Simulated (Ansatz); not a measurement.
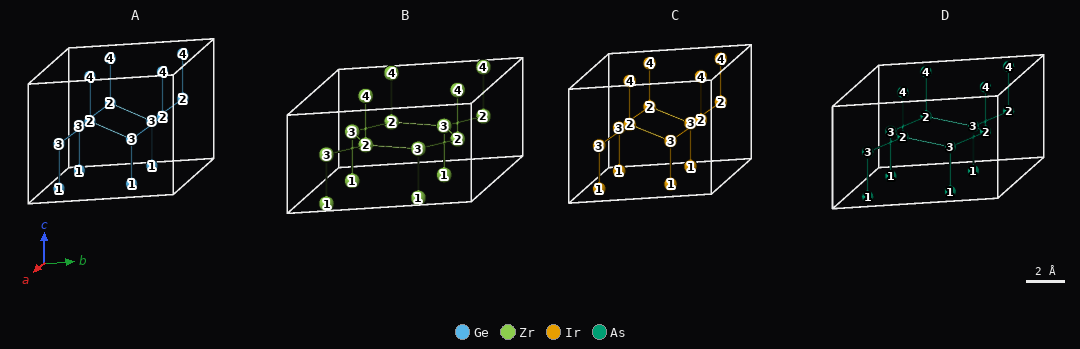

One structure type (space group P6_3/mmc for the parent) with different elements on its sites, each relaxed in cell and atoms to zero pressure (within 0.1 GPa). Style: ball-and-stick. Shown: the cell of the calculation, repeated to show the pattern, slightly off an axis.

Theory: Ansatz, DFT PBEsol, scalar-relativistic, plane waves, PAW. (plane-wave cutoff 420 eV; occupations gaussian; smearing width 0.1 eV; no spin polarisation) The k-mesh is chosen for each cell (12×12×6, 12×12×8).

Give the formulas, and rank the crystals by volume per atom, smallest first.

C = Ir (21.0 Å³), A = Ge (22.8 Å³), D = As (25.3 Å³), B = Zr (30.1 Å³).

Which have a band gap?

Ge: metallic; Zr: metallic; Ir: metallic; As: metallic.
